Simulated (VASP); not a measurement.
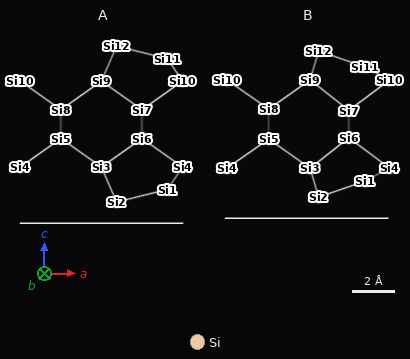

Two geometries of a slab of composition Si, drawn at one scale. One is the start of a relaxation, the other its converged end. A ball-and-stick model of the 1 × 2 repeat of the cell, outlined in the plane, without the vacuum, seen along the b axis.

Level of theory: VASP 6.6.1, Kohn-Sham DFT of a periodic cell, PBE, VASP PAW PBE potentials, recommended. Settings: plane-wave cutoff 520 eV; k-point mesh 4 × 7 × 1; occupations gaussian; smearing width 0.03 eV; no spin polarisation.

Q: Which geometry has the lower energy?

A: Structure B is the relaxed one. The run lets the atoms move in a fixed cell. The largest moves relative to the layer's centre, 0.53 Å, are those of Si1 and Si11. Si11 goes at 41° to the normal (−c side). The cell doesn't change. Among the contacts that change: Si1–Si6 3.337 → 2.936 Å, Si2–Si3 2.653 → 2.408 Å, Si11–Si12 2.500 → 2.344 Å, Si3–Si5 2.368 → 2.416 Å. Among the angles between lasting bonds that change: Si1–Si4–Si6 90.7° → 76.3°, Si3–Si2–Si3 93.6° → 106.8°, Si10–Si11–Si12 114.3° → 123.7°. Over 26 geometry steps the energy falls by 1.260 eV per cell of the calculation. The largest force component goes from 1.1 to 0.0092 eV/Å.
